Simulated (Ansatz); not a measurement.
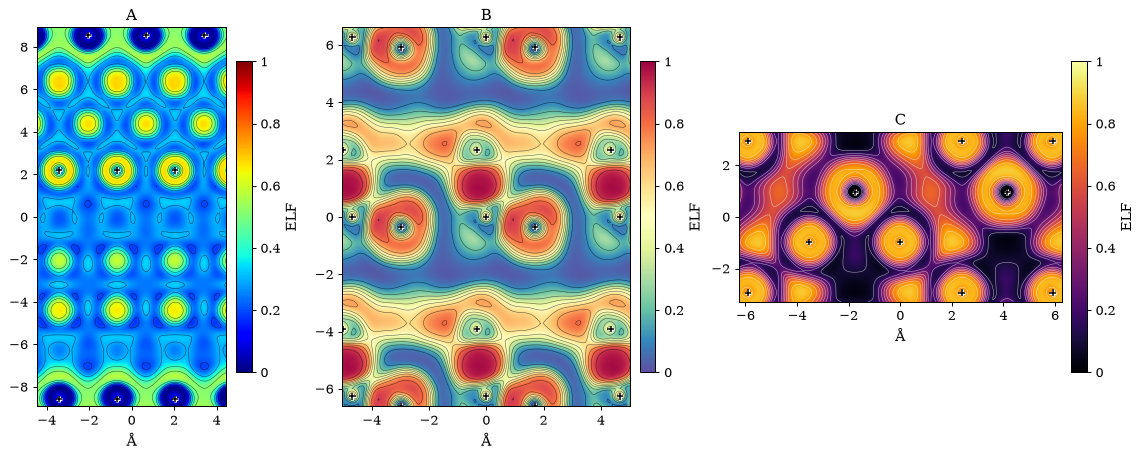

The electron localisation function of 3 systems, each on a plane through atoms (crosses mark nuclei in the plane).

Theory: DFT r2SCAN, scalar-relativistic, plane waves, PAW (Ansatz).

System 1: AlRu$_{7}$, the (011) plane of the conventional cell. Space group P-6m2; a generated structure, not necessarily the stable one; computed pressure about −6 GPa in this cell; computed without spin polarisation.

```
Al Ru
1.0
     2.74201    0.00000    0.00000
    -1.37100    2.37465    0.00000
     0.00000    0.00000   16.97549
Al Ru
1 7
Direct
  0.00000 0.00000 0.00000
  0.33333 0.66667 0.62673
  0.00000 0.00000 0.50000
  0.33333 0.66667 0.37327
  0.33333 0.66667 0.87647
  0.00000 0.00000 0.75150
  0.33333 0.66667 0.12353
  0.00000 0.00000 0.24850
```

System 2: Si$_{3}$N$_{2}$, the (110) plane of the conventional cell. Space group Cmc2₁; a generated structure, not necessarily the stable one; not relaxed (largest force 0.3 eV/Å); computed pressure about −4 GPa in this cell.

```
Si N
1.0
    11.35206    0.00000    0.00000
     0.00000    5.29982    0.00000
     0.00000    0.00000    4.66997
Si N
12 8
Direct
  0.31876 0.67212 0.77898
  0.81876 0.17212 0.77898
  0.18124 0.17212 0.77898
  0.68124 0.67212 0.77898
  0.31876 0.32788 0.27898
  0.81876 0.82788 0.27898
  0.18124 0.82788 0.27898
  0.68124 0.32788 0.27898
  0.00000 0.61341 0.20797
  0.50000 0.11341 0.20797
  0.00000 0.38659 0.70797
  0.50000 0.88659 0.70797
  0.20637 0.86906 0.64353
  0.70637 0.36906 0.64353
  0.29363 0.36906 0.64353
  0.79363 0.86906 0.64353
  0.20637 0.13094 0.14353
  0.70637 0.63094 0.14353
  0.29363 0.63094 0.14353
  0.79363 0.13094 0.14353
```

System 3: Hf$_{2}$S, the (110) plane of the conventional cell. Space group P6₃/mmc; a generated structure, not necessarily the stable one.

### Which map belongs to which system?

Panel A is system 1, AlRu$_{7}$: the plane holds Al and Ru. Al–Al (2.74 Å): the ELF reaches about 0.55 near the midpoint. Panel B is system 2, Si$_{3}$N$_{2}$: the plane holds Si and N. Si–N (1.74 Å): the ELF peaks at about 0.90 between the atoms; a shared but strongly polarised pair. Panel C is system 3, Hf$_{2}$S: the plane holds Hf and S. Hf–S (2.63 Å): the ELF peaks at about 0.85 in the valence shell of S, 0.8 Å from its nucleus, and is about 0.30 at the midpoint (no shared electron pair shows on this line).
